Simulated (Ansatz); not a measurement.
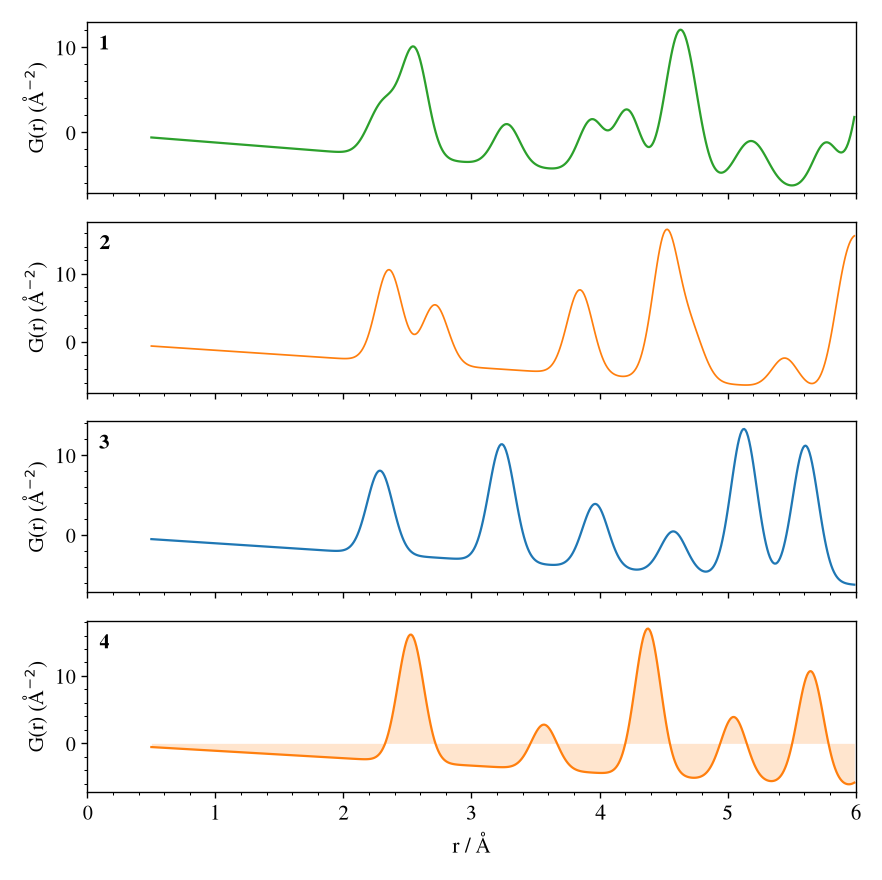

Computed X-ray G(r), with each pair weighted by the product of the atomic numbers (X-ray weights at Q = 0) and a uniform peak width σ = 0.10 Å.

Candidate polymorphs:

A. 
```
CELL_PARAMETERS angstrom
3.57316 0.00000 0.00000
0.00000 3.57316 0.00000
0.00000 0.00000 3.57316
ATOMIC_POSITIONS crystal
Ni 0.00000 0.00000 0.00000
Ni 0.00000 0.50000 0.50000
Ni 0.50000 0.00000 0.50000
Ni 0.50000 0.50000 0.00000
```

B. 
```cif
data_structure
_symmetry_space_group_name_H-M 'P 1'
_symmetry_Int_Tables_number 1
_cell_length_a 2.7227
_cell_length_b 2.7227
_cell_length_c 2.7227
_cell_angle_alpha 90.000
_cell_angle_beta 90.000
_cell_angle_gamma 90.000
_cell_volume 20.18
loop_
_atom_site_label
_atom_site_type_symbol
_atom_site_fract_x
_atom_site_fract_y
_atom_site_fract_z
_atom_site_occupancy
Ni1 Ni 0.00000 0.00000 0.00000 1
Ni2 Ni 0.50000 0.50000 0.50000 1
```

C. 
```
Ni
1.0
     3.93929    0.00000    0.00000
    -1.96964    3.41152    0.00000
     0.00000    0.00000    2.36684
Ni
3
Direct
  0.00000 0.00000 0.00000
  0.33333 0.66667 0.50000
  0.66667 0.33333 0.50000
```

D. 
```cif
data_structure
_symmetry_space_group_name_H-M 'Pm-3m'
_symmetry_Int_Tables_number 221
_cell_length_a 2.2921
_cell_length_b 2.2921
_cell_length_c 2.2921
_cell_angle_alpha 90.000
_cell_angle_beta 90.000
_cell_angle_gamma 90.000
_cell_volume 12.04
loop_
_atom_site_label
_atom_site_type_symbol
_atom_site_symmetry_multiplicity
_atom_site_Wyckoff_symbol
_atom_site_fract_x
_atom_site_fract_y
_atom_site_fract_z
_atom_site_occupancy
Ni1 Ni 1 a 0.00000 0.00000 0.00000 1
```

Origins: A, the input geometry of an electronic-structure calculation (not necessarily at equilibrium); B, the geometry relaxed with DFT, LDA (PW92), plane waves (420 eV) with PAW, scalar-relativistic in Ansatz; the starting structure was generated, so it need not be a known form of this composition; C, the end point of a relaxation with DFT, r2SCAN, plane waves (500 eV) with PAW, scalar-relativistic in Ansatz 0.2.0; the starting structure was generated, so it need not be a known form of this composition; D, the input geometry of an electronic-structure calculation (not necessarily at equilibrium); the starting structure was generated, so it need not be a known form of this composition.

Question: Match each curve to its structure.

Answer: curve 1 is C (Ni, first clear peaks at 2.54 Å (Ni–Ni) and 3.28 Å (Ni–Ni)); curve 2 is B (Ni, first clear peaks at 2.36 Å (Ni–Ni) and 2.72 Å (Ni–Ni)); curve 3 is D (Ni, first clear peaks at 2.29 Å (Ni–Ni) and 3.24 Å (Ni–Ni)); curve 4 is A (Ni, first clear peaks at 2.53 Å (Ni–Ni) and 3.57 Å (Ni–Ni)).
